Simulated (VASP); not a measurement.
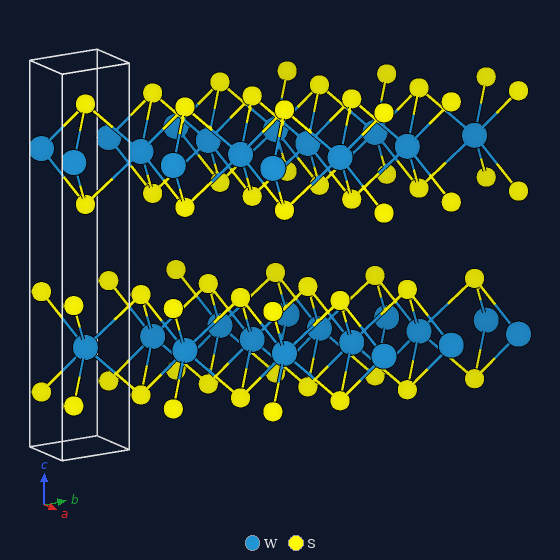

The compound is WS2 (space group P6_3/mmc, No. 194), taken as the geometry relaxed with VASP Kohn-Sham DFT of a periodic cell, PBE with D3(BJ), VASP PAW PBE potentials, recommended (VASP 6.6.1).

Bonds are taken as S–W below 2.7 Å. Simplification: prune 0- and 1-connected atoms, fold 2-connected ones into links.

What kind of net remains, and which atoms are its nodes?

Answer. A binodal (3,6)-connected, two-periodic (layers) net: S is a 3-connected node; W is a 6-connected node, in the ratio 2:1.

Does the net have a name?

Answer. It is the net of the trigonal-prismatic layers of 2H-MoS2.

How do the layers lie?

Answer. The layers lie parallel to (001).

How many nodes does the smallest cycle have?

Answer. Four.

Give the first eight terms of the coordination sequence (nodes one, two, three … edges away).

Answer. S: 3, 13, 9, 24, 15, 36, 21, 48; W: 6, 6, 18, 12, 30, 18, 42, 24.
